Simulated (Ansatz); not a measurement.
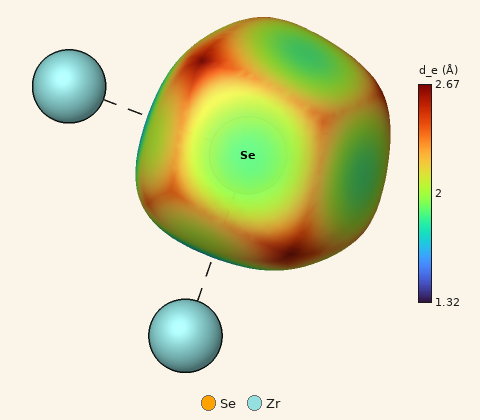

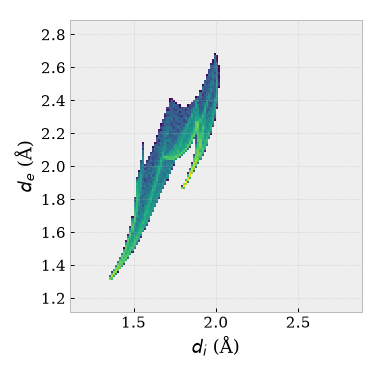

Hirshfeld surface computed for one Se atom in ZrSe2 (P-3m1, No. 164), coloured by d_e. Dashed lines lead to the closest neighbours outside. The second picture is its fingerprint plot, coloured by area on a logarithmic scale (dark little, yellow much).

The surface is where the fragment's share of the procrystal density (the sum of the densities of spherically averaged neutral Hartree-Fock atoms) equals one half. d_i and d_e are the distances from the surface to the nearest nucleus inside and outside. From Rb on the atoms have core potentials, so only their outer electrons count.

The cell is taken from a calculation's input that goes back to an entry of the Crystallography Open Database (an earlier step may have relaxed or displaced it).

```
CELL_PARAMETERS angstrom
3.72927 0.00000 0.00000
-1.86463 3.22964 0.00000
0.00000 0.00000 6.14094
ATOMIC_POSITIONS crystal
Zr 0.00000 0.00000 0.00000
Se 0.33333 0.66667 0.25852
Se 0.66667 0.33333 0.74148
```

Q: What is the shortest distance from the fragment to an atom outside it?

A: Se–Zr, 2.68 Å.

Q: How is the surface shared among contacts (nearest atom inside ··· nearest atom outside)?

A: Se···Se 53 %, Se···Zr 47 %. The surface faces 12 neighbours with more than 2 % of its area each: 9 Se + 3 Zr.

Q: Give the size and shape of the surface.

A: It encloses about 20.6 Å³, has an area of about 37 Å² and a globularity of 0.98 (1 for a sphere).

Q: Where does the fingerprint reach closest to the origin?

A: The smallest d_i + d_e is about 2.7 Å, which belongs to the shortest contact, Se···Zr at 2.68 Å; d_e runs from 1.32 to 2.67 Å.
